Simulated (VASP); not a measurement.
# Nb: surface energy and work function by face, part 5 of 6

Aim: compare the low-index faces of Nb at one level of theory.

VASP 6.6.1; PBE; plane waves and PAW (Nb_pv).

So far. Step 5 (Potential and states of the slab, 7 atoms, face Nb(110)): The vacuum level lies 4.52 eV above the Fermi level at the upper face; both faces agree, as the slab has next to no dipole. Step 6 (Relaxing the slab, 9 atoms, face Nb(100)): The run ended after 17 ionic steps, 0.261 eV below its first step, once the forces on the free atoms met EDIFFG = -0.03.

## Step 7: Vacuum level and density of states, 9 atoms, face Nb(100)

Contents of INCAR:

```
SYSTEM = Nb
PREC = Normal
ENCUT = 320
EDIFF = 1E-06
NELM = 120
ISMEAR = 1
SIGMA = 0.15
LREAL = .FALSE.
ALGO = Fast
GGA = PE
NBANDS = 61
LASPH = .TRUE.
LORBIT = 11
LWAVE = .FALSE.
LCHARG = .TRUE.
KPAR = 4
IDIPOL = 3
LDIPOL = .TRUE.
DIPOL = 0.5 0.5 0.5
LVHAR = .TRUE.
LVACPOTAV = .TRUE.
NEDOS = 1500
```

Contents of POSCAR:

```
Nb
1.0
    3.3208006326      0.0000000000      0.0000000000
    0.0000000000      3.3208006326      0.0000000000
    0.0000000000      0.0000000000     28.2832025304
Nb
9
Direct
    0.0000000000      0.0000000000      0.2706799104
    0.5000000000      0.5000000000      0.3225530497
    0.0000000000      0.0000000000      0.3807647505
    0.5000000000      0.5000000000      0.4421708885
    0.0000000000      0.0000000000      0.5000000000
    0.5000000000      0.5000000000      0.5578291115
    0.0000000000      0.0000000000      0.6192352495
    0.5000000000      0.5000000000      0.6774469503
    0.0000000000      0.0000000000      0.7293200896
```

Contents of KPOINTS:

```
Automatic mesh
0
Gamma
9 9 1
0 0 0
```

Potentials, in the order of the species: Nb_pv (PBE family, release 64).

The run is started by

```console
$ mpirun -np 4 vasp_std
```

The log of the run:

```text
[... set-up lines as in an earlier step ...]
 entering main loop
       N       E                     dE             d eps       ncg     rms          rms(c)
DAV:   1     0.100729165739E+04    0.10073E+04   -0.41997E+04  2310   0.113E+03
DAV:   2    -0.148146669043E+02   -0.10221E+04   -0.99658E+03  1925   0.642E+02
DAV:   3    -0.905956940013E+02   -0.75781E+02   -0.70980E+02  2956   0.139E+02
DAV:   4    -0.964608389765E+02   -0.58651E+01   -0.55951E+01  2764   0.389E+01
DAV:   5    -0.968121211468E+02   -0.35128E+00   -0.34144E+00  3124   0.811E+00    0.511E+01
RMM:   6    -0.126918705591E+03   -0.30107E+02   -0.13725E+02  2748   0.405E+01    0.301E+01
RMM:   7    -0.156081187305E+03   -0.29162E+02   -0.14282E+02  2738   0.586E+01    0.280E+01
RMM:   8    -0.936748760124E+02    0.62406E+02   -0.12231E+01  2155   0.300E+01    0.131E+01
RMM:   9    -0.884814215044E+02    0.51935E+01   -0.87523E+00  2430   0.152E+01    0.103E+01
RMM:  10    -0.881772458704E+02    0.30418E+00   -0.22635E+00  2587   0.738E+00    0.621E+00
RMM:  11    -0.880690741965E+02    0.10817E+00   -0.96186E-01  2931   0.289E+00    0.574E+00
RMM:  12    -0.880254542401E+02    0.43620E-01   -0.29333E-01  2954   0.186E+00    0.528E+00
RMM:  13    -0.877437775392E+02    0.28168E+00   -0.70377E-01  2785   0.266E+00    0.262E+00
RMM:  14    -0.876120594474E+02    0.13172E+00   -0.54977E-01  2803   0.217E+00    0.906E-01
RMM:  15    -0.876260042561E+02   -0.13945E-01   -0.27347E-01  2895   0.128E+00    0.489E-01
RMM:  16    -0.876365718161E+02   -0.10568E-01   -0.10089E-01  3019   0.715E-01    0.425E-01
RMM:  17    -0.876483182216E+02   -0.11746E-01   -0.84933E-02  2753   0.640E-01    0.386E-01
RMM:  18    -0.876475037662E+02    0.81446E-03   -0.43967E-02  2753   0.500E-01    0.189E-01
RMM:  19    -0.876504731097E+02   -0.29693E-02   -0.31482E-02  2923   0.292E-01    0.188E-01
RMM:  20    -0.876508163166E+02   -0.34321E-03   -0.12791E-02  2782   0.218E-01    0.152E-01
RMM:  21    -0.876516222838E+02   -0.80597E-03   -0.10119E-02  2751   0.150E-01    0.114E-01
RMM:  22    -0.876521389285E+02   -0.51664E-03   -0.48022E-03  2835   0.114E-01    0.926E-02
RMM:  23    -0.876525592782E+02   -0.42035E-03   -0.44412E-03  2791   0.122E-01    0.348E-02
RMM:  24    -0.876528529749E+02   -0.29370E-03   -0.24604E-03  2828   0.764E-02    0.305E-02
RMM:  25    -0.876530637620E+02   -0.21079E-03   -0.20490E-03  2796   0.520E-02    0.215E-02
RMM:  26    -0.876531964833E+02   -0.13272E-03   -0.12203E-03  2416   0.353E-02    0.194E-02
RMM:  27    -0.876533258445E+02   -0.12936E-03   -0.94620E-04  2391   0.319E-02    0.275E-02
RMM:  28    -0.876533883163E+02   -0.62472E-04   -0.64151E-04  2344   0.329E-02    0.150E-02
RMM:  29    -0.876534561236E+02   -0.67807E-04   -0.49122E-04  2256   0.212E-02    0.104E-02
RMM:  30    -0.876534944618E+02   -0.38338E-04   -0.31044E-04  2101   0.168E-02    0.758E-03
RMM:  31    -0.876535248748E+02   -0.30413E-04   -0.23455E-04  1857   0.136E-02    0.638E-03
RMM:  32    -0.876535426042E+02   -0.17729E-04   -0.14255E-04  1743   0.118E-02    0.342E-03
RMM:  33    -0.876535583423E+02   -0.15738E-04   -0.11180E-04  1705   0.991E-03    0.299E-03
RMM:  34    -0.876535673473E+02   -0.90050E-05   -0.68218E-05  1665   0.839E-03    0.440E-03
RMM:  35    -0.876535730226E+02   -0.56752E-05   -0.53389E-05  1624   0.668E-03    0.241E-03
RMM:  36    -0.876535763580E+02   -0.33354E-05   -0.32371E-05  1472   0.568E-03    0.329E-03
RMM:  37    -0.876535789032E+02   -0.25452E-05   -0.25435E-05  1283   0.443E-03    0.246E-03
RMM:  38    -0.876535803222E+02   -0.14190E-05   -0.15464E-05  1266   0.436E-03    0.250E-03
RMM:  39    -0.876535815104E+02   -0.11882E-05   -0.12142E-05  1168   0.350E-03    0.210E-03
RMM:  40    -0.876535822504E+02   -0.73999E-06   -0.73912E-06  1131   0.327E-03
 [... a notice as in an earlier step ...]

   1 F= -.87653582E+02 E0= -.87657086E+02  d E =0.105110E-01
```

Elapsed: 98 s, on 4 MPI ranks of Intel Xeon Platinum 8488C (Sapphire Rapids), shared host; peak memory 0.94 GiB.

From OUTCAR (step 7):

```text
   NELECT =      99.0000    total number of electrons

 dipolmoment           0.000000      0.000000     -0.000000 electrons x Angstroem

 E-fermi :   1.0634

 k-point     1 :       0.0000    0.0000    0.0000
  band No.  band energies     occupation
    ...
     38      -1.5503      2.00000
     39      -1.3064      2.00000
     40      -1.0775      2.00000
     41      -0.1171      2.00000
     42       1.0203      1.46508
     43       1.1736      0.05734
     44       1.1810      0.02835
     45       1.2155     -0.05310
     46       1.2661     -0.06679
     47       1.2661     -0.06679
    ...

  Total       -2.2604666     -2.2604666     -0.8091513      0.0000000      0.0000000      0.0000000
  in kB      -11.6116648    -11.6116648     -4.1564844      0.0000000      0.0000000      0.0000000
  external PRESSURE =      -9.1266046 kB  Pullay stress =       0.0000000 kB

 POSITION                                       TOTAL-FORCE (eV/Angst)
 -----------------------------------------------------------------------------------
      0.00000      0.00000      7.65569        -0.000000      0.000000      0.011167
      1.66040      1.66040      9.12283        -0.000000     -0.000000      0.012202
      0.00000      0.00000     10.76925        -0.000000     -0.000000      0.004873
      1.66040      1.66040     12.50601        -0.000000     -0.000000      0.008249
      0.00000      0.00000     14.14160        -0.000000     -0.000000      0.000000
      1.66040      1.66040     15.77719        -0.000000     -0.000000     -0.008249
      0.00000      0.00000     17.51396        -0.000000     -0.000000     -0.004873
      1.66040      1.66040     19.16037         0.000000      0.000000     -0.012202
      0.00000      0.00000     20.62751         0.000000      0.000000     -0.011167
 -----------------------------------------------------------------------------------
    total drift:                                0.000000     -0.000000     -0.000000

  FREE ENERGIE OF THE ION-ELECTRON SYSTEM (eV)
  ---------------------------------------------------
  free  energy   TOTEN  =       -87.6535822504 eV

  energy  without entropy=      -87.6640932735  energy(sigma->0) =      -87.65708592

 vacuum level on the upper side and lower side of the slab         4.635         4.635

[... 7 parts as in an earlier step ...]

[... 10 further parts left out ...]
```

This step gave:

| Item | Value |
| --- | --- |
| electronic cycles | 40 |
| free energy (TOTEN) | -87.6536 eV |
| energy at zero smearing | -87.6571 eV |
| Fermi energy | 1.063 eV |
| vacuum levels | 4.635, 4.635 eV |
| work functions of the upper and lower face | 3.572, 3.572 eV |

Zero at the Fermi level. The planar average of the electrostatic potential by height:

```csv
height (Å),planar average of the electrostatic potential (eV)
0,3.57
2,3.57
4,3.56
6,2.53
8,-6.20
10,-4.96
12,-4.38
14,-5.12
16,-4.94
18,-5.00
20,-6.32
22,1.70
24,3.55
26,3.57
28,3.57
```

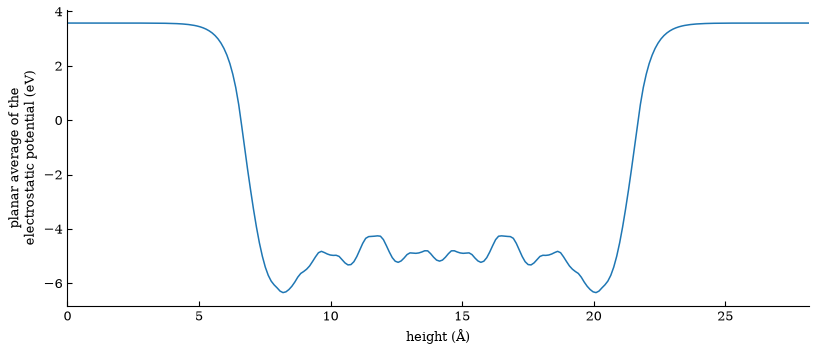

Planar average of the electrostatic potential against height.

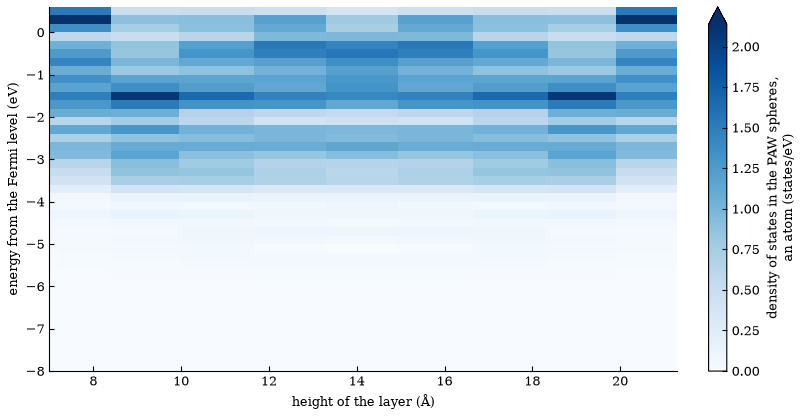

Density of states in the PAW spheres, an atom over height of the layer and energy from the Fermi level.

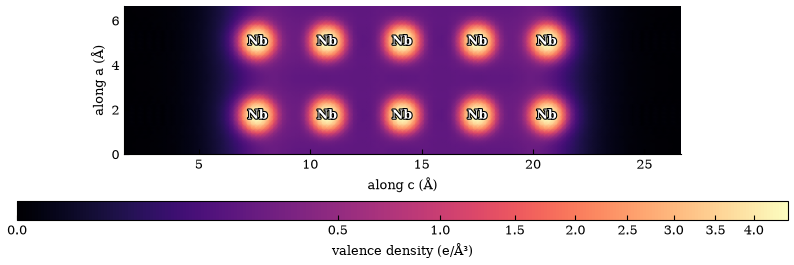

Valence density in the ca plane at fractional y = 0.000, with atoms of Nb within 0.2 Å of it. It is the smooth field of the valence electrons, not physical close to the nuclei. The map starts off the cell's origin, so that atoms lie inside it. The colour scale is stretched toward low values. The far vacuum is left out of the map.

The map of layer states is cut here 0.5 eV above the Fermi level, so it leaves out the states above that.

The vacuum level lies 3.57 eV above the Fermi level at the upper face; both faces agree, as the slab has next to no dipole.

The program found no field-free point at its default tolerance, but its printed level agrees with the flat part of the planar average.

On this mesh the fine structure of the density of states is sampling noise, and high empty states may be cut by the number of bands.

## Step 8: Relaxing the slab, 11 atoms, face Nb(111)

System of this step: Nb(111). The cell holds 11 atoms: 11 Nb. Its edges and angles: a = 4.696 Å, b = 4.696 Å, c = 24.586 Å, α = 90.0°, β = 90.0°, γ = 60.0°. It derives from Nb. 11 layers of bcc Nb, cut at this functional's lattice. Vacuum lies along c.

Contents of INCAR:

```
SYSTEM = Nb
PREC = Normal
ENCUT = 320
EDIFF = 1E-05
NELM = 120
ISMEAR = 1
SIGMA = 0.15
LREAL = .FALSE.
ALGO = Fast
GGA = PE
NBANDS = 75
LASPH = .TRUE.
LORBIT = 11
LWAVE = .FALSE.
LCHARG = .FALSE.
KPAR = 4
IBRION = 2
NSW = 40
ISIF = 2
EDIFFG = -0.03
POTIM = 0.4
MAXMIX = 40
```

Contents of POSCAR:

```
Nb
1.0
    4.6963212926      0.0000000000      0.0000000000
    2.3481606463      4.0671335437      0.0000000000
    0.0000000000      0.0000000000     24.5863256958
Nb
11
Direct
    0.6666666700      0.6666666700      0.3050476100
    0.0000000000      0.0000000000      0.3440380900
    0.3333333300      0.3333333300      0.3830285700
    0.6666666700      0.6666666700      0.4220190500
    0.0000000000      0.0000000000      0.4610095200
    0.3333333300      0.3333333300      0.5000000000
    0.6666666700      0.6666666700      0.5389904800
    0.0000000000      0.0000000000      0.5779809500
    0.3333333300      0.3333333300      0.6169714300
    0.6666666700      0.6666666700      0.6559619100
    0.0000000000      0.0000000000      0.6949523900
```

KPOINTS is that of step 7.

The run is started by

```console
$ mpirun -np 4 vasp_std
```

The log of the run:

```text
[banner, memory and clock lines left out]
running    4 mpi-ranks, on    1 nodes
[...]
LDA part: xc-table for (Slater+PW92), standard interpolation
 POSCAR, INCAR and KPOINTS ok, starting setup
[...]
entering main loop
       N       E                     dE             d eps       ncg     rms          rms(c)
DAV:   1     0.114443269891E+04    0.11444E+04   -0.51496E+04  2344   0.107E+03
DAV:   2    -0.238757852925E+02   -0.11683E+04   -0.11305E+04  1979   0.608E+02
DAV:   3    -0.110912884392E+03   -0.87037E+02   -0.82816E+02  2768   0.137E+02
DAV:   4    -0.117413673122E+03   -0.65008E+01   -0.62616E+01  2640   0.386E+01
[...]
RMM:  31    -0.104672509860E+03   -0.13627E-04   -0.13760E-04  1105   0.165E-02    0.486E-03
RMM:  32    -0.104672523186E+03   -0.13326E-04   -0.11948E-04  1065   0.139E-02    0.467E-03
RMM:  33    -0.104672530016E+03   -0.68293E-05   -0.69204E-05   930   0.124E-02
   1 F= -.10467253E+03 E0= -.10467409E+03  d E =-.104673E+03
[... from here on, the cycles between the ionic steps are left out ...]
   2 F= -.10497857E+03 E0= -.10498146E+03  d E =-.306042E+00
   3 F= -.10523200E+03 E0= -.10523387E+03  d E =-.559470E+00
   4 F= -.10526455E+03 E0= -.10526546E+03  d E =-.325463E-01
   5 F= -.10530093E+03 E0= -.10529901E+03  d E =-.689317E-01
   6 F= -.10530225E+03 E0= -.10529969E+03  d E =-.702484E-01
   7 F= -.10531976E+03 E0= -.10531777E+03  d E =-.175088E-01
   8 F= -.10532350E+03 E0= -.10532226E+03  d E =-.212532E-01
   9 F= -.10532358E+03 E0= -.10532244E+03  d E =-.213348E-01
  10 F= -.10532586E+03 E0= -.10532452E+03  d E =-.227923E-02
  11 F= -.10532671E+03 E0= -.10532523E+03  d E =-.312801E-02
  12 F= -.10532711E+03 E0= -.10532537E+03  d E =-.352264E-02
  13 F= -.10532714E+03 E0= -.10532551E+03  d E =-.355732E-02
  14 F= -.10532722E+03 E0= -.10532554E+03  d E =-.363467E-02
  15 F= -.10532830E+03 E0= -.10532657E+03  d E =-.107960E-02
 trial-energy change:   -0.001080  1 .order   -0.000725   -0.001996    0.000545
 step:   2.5762(harm=  2.3093)  dis= 0.01081  next Energy=  -105.328331 (dE=-0.111E-02)
 reached required accuracy - stopping structural energy minimisation
```

The job ended after 16 min (4 MPI ranks; peak memory 1.4 GiB; 62 min of CPU time).

OUTCAR, selected parts (step 8):

```text
  Total       -3.1991358     -3.1991358     -0.6929561      0.0000000     -0.0000000      0.0000000
  in kB      -10.9144887    -10.9144887     -2.3641578      0.0000000     -0.0000000      0.0000000
  external PRESSURE =      -8.0643784 kB  Pullay stress =       0.0000000 kB

 POSITION                                       TOTAL-FORCE (eV/Angst)
 -----------------------------------------------------------------------------------
      4.69632      2.71142      7.81545        -0.000000     -0.000000     -0.011767
      0.00000      0.00000      8.50639         0.000000      0.000000     -0.001063
      2.34816      1.35571      9.33207         0.000000     -0.000000     -0.021110
      4.69632      2.71142     10.43651         0.000000      0.000000      0.023810
      0.00000      0.00000     11.31596        -0.000000      0.000000      0.008399
      2.34816      1.35571     12.29316        -0.000000     -0.000000     -0.000000
      4.69632      2.71142     13.27037         0.000000     -0.000000     -0.008399
      0.00000      0.00000     14.14982        -0.000000     -0.000000     -0.023810
      2.34816      1.35571     15.25425        -0.000000     -0.000000      0.021110
      4.69632      2.71142     16.07994        -0.000000     -0.000000      0.001063
      0.00000      0.00000     16.77087         0.000000     -0.000000      0.011767
 -----------------------------------------------------------------------------------
    total drift:                               -0.000009     -0.000005     -0.000006

  FREE ENERGIE OF THE ION-ELECTRON SYSTEM (eV)
  ---------------------------------------------------
  free  energy   TOTEN  =      -105.3282974055 eV

  energy  without entropy=     -105.3231053160  energy(sigma->0) =     -105.32656671

[... 1 part as in an earlier step ...]

[... 3 further parts left out ...]
[key lines of the parts left out:]
E-fermi :   0.0152
```

The run keeps the 12 symmetry operations of its start, so it cannot find a distortion of lower symmetry.

Relaxation path:

```csv
step,energy less that of the first step (eV),largest force (eV/Å)
1,0.0000,1.7251
2,-0.3060,1.3003
3,-0.5595,0.5489
4,-0.5920,0.3621
5,-0.6284,0.2678
6,-0.6297,0.2805
7,-0.6472,0.1384
8,-0.6510,0.0977
9,-0.6511,0.0916
10,-0.6533,0.0685
11,-0.6542,0.0621
12,-0.6546,0.0623
13,-0.6546,0.0650
14,-0.6547,0.0578
15,-0.6558,0.0238
```

The atoms that moved most (Å):

```
atom     dx     dy      dz  length
 Nb1  0.000  0.000   0.315   0.315
Nb11  0.000  0.000  -0.315   0.315
 Nb9  0.000  0.000   0.085   0.085
 Nb3  0.000  0.000  -0.085   0.085
 Nb4  0.000  0.000   0.061   0.061
 Nb8  0.000  0.000  -0.061   0.061
 Nb2  0.000  0.000   0.048   0.048
Nb10  0.000  0.000  -0.048   0.048
```

The relaxed structure:

```
Nb
1.0
     4.69632    0.00000    0.00000
     2.34816    4.06713    0.00000
     0.00000    0.00000   24.58633
Nb
11
Cartesian
  4.6963 2.7114 7.8155
  0.0000 0.0000 8.5064
  2.3482 1.3557 9.3321
  4.6963 2.7114 10.4365
  0.0000 0.0000 11.3160
  2.3482 1.3557 12.2932
  4.6963 2.7114 13.2704
  0.0000 0.0000 14.1498
  2.3482 1.3557 15.2543
  4.6963 2.7114 16.0799
  0.0000 0.0000 16.7709
```

The run ended after 15 ionic steps, 0.656 eV below its first step, once the forces on the free atoms met EDIFFG = -0.03.

(Continued in part 6 of 6.)

[Lines on the potential files, build, host, timing and source positions are cut from VASP's logs without a mark.]

[Logs are printed without paths, hosts, clocks, repeated set-up lines and the standing remarks that a program may print on its own settings, such as how far it seeks lower states.]

[Hosts, paths, dates, database ids (printed as entryN), source tags and the programs' standing remarks are cut or masked in the printed files.]

[Runs that stopped without an error message from VASP are left out.]
